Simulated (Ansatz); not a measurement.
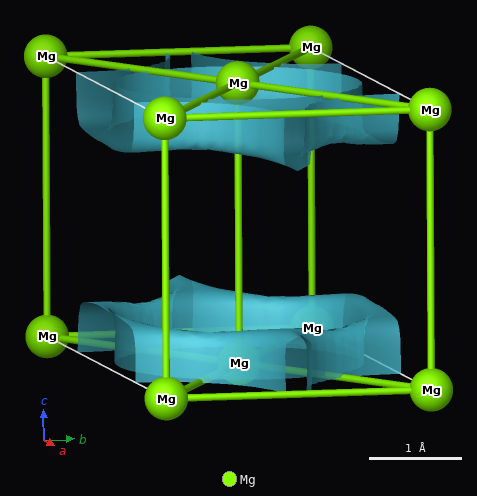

Mg. Isosurface of the ELF at 0.6 (cyan), seen slightly off an axis. Core shells and regions of very low density are left out. Sticks mark near contacts.

Space group C2/m; a structure from a database of computed crystals, not necessarily the ambient phase; changed on purpose from its base cell (strained and moved within a subgroup).

These are results of DFT PBEsol, scalar-relativistic, plane waves, PAW (Ansatz 0.2.0), not measurements.

Describe the localisation domains.

Answer. The ELF exceeds this value in sheets that run through the cell in two directions, counted in one cell of 2 atoms. Any copies at cell faces, edges or corners count once. There are no localised bonds or lone pairs at this value. Along the contacts the grid gives the following. Mg–Mg (3.00 Å): the ELF peaks at about 0.70 between the atoms. Mg–Mg (3.06 Å): the ELF peaks at about 0.65 between the atoms.
